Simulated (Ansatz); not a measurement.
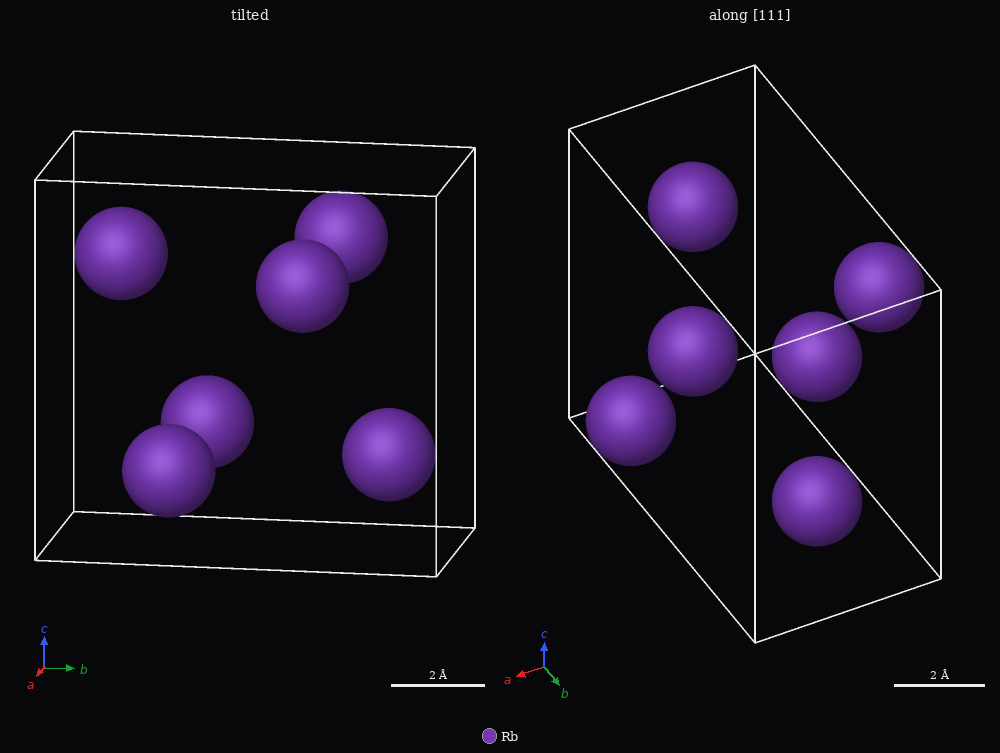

This spheres-only model is shown slightly off an axis and along [111]. The lines enclose the conventional unit cell; boundary atoms appear with their images.

In words:

The element is rubidium. It is base-centred orthorhombic, space group Cmcm (No. 63). The cell holds four atoms. The Rb atoms are each bonded to twelve Rb in a distorted anticuboctahedral arrangement at about 4.7 to 5.1 Å.

It derives from a structure listed in the Materials Project. The cell was then strained or its atoms displaced on purpose. It was run through Ansatz as a DFT input.
